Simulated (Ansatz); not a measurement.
System: Co (slab).

Input

```
crystal:
  lattice:
    - [2.4564222521, 0.0, 0.0]
    - [-1.228211126, 2.1273240727, 0.0]
    - [0.0, 0.0, 20.9694135642]
  atoms:
    - { symbol: Co, position: [0.3333333333, 0.6666666667, 0.4053522991], spin: 1.8 }
    - { symbol: Co, position: [0.6666666667, 0.3333333333, 0.5], spin: 1.8 }
    - { symbol: Co, position: [0.3333333333, 0.6666666667, 0.5946477009], spin: 1.8 }
basis:
  ecutwfc: 420
kpoints:
  mp_grid: { grid: [12, 12, 1] }
hamiltonian:
  xc: pbesol
scf:
  occupations: { method: gaussian, width: 0.1 }
output:
  forces: true
  eigenvalues: true
  populations: true
  write_density: true
  write_potential: true
  elf: true
  volumetric_format: npy
magnetization:
  spin_polarized: true
relax:
  adjacent_minimum: "off"
  f_tol: 0.03
  max_steps: 70
  constraints: [{ sites: [0] }]
efield:
  axis: 3
  dipole_correction: true
  ramp_width: 0.04
```

Launched as:

```sh
ansatz run input.yaml --threads 1 --pin off --max-ram 2560MiB --backend cpu --events-out ev --progress --plain --runs-dir out
```

The fields are those of the relaxed geometry.

Spin-polarised.

Theory: DFT PBEsol, scalar-relativistic, plane waves, PAW in Ansatz.

**What can the converged valence pseudo-density, electron localisation function and spin density tell about the bonding?**

Co–Co (2.46 Å): ρ at the midpoint is about 0.36 e/Å³; the ELF is about 0.25 at the midpoint (no shared electron pair shows on this line).
The spin density sits on Co: +1.8 μB (×3) in one cell of 3 atoms: parallel main moments (a ferromagnetic arrangement) in this solution. The cell of the calculation (3 atoms) carries 5.1 μB of net spin moment.

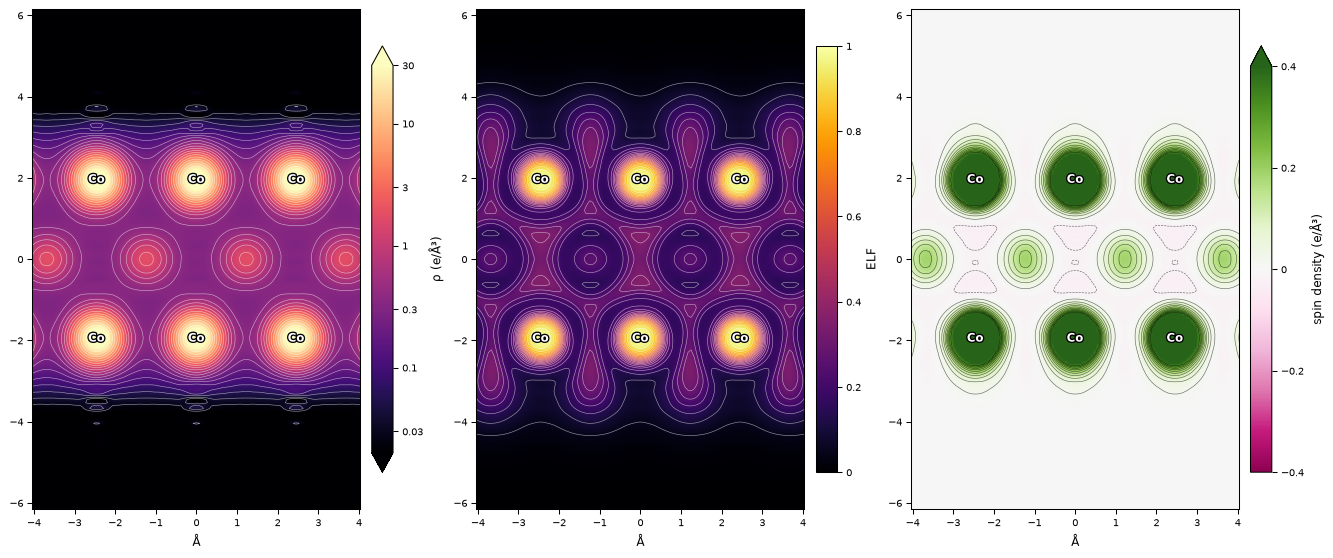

Computed valence pseudo-density, electron localisation function and spin density on the (11̄0) plane of the calculation cell, a cut from vacuum to vacuum, in this order. Atoms just off the plane (Co, 0.7 Å away) can leave unmarked features too.
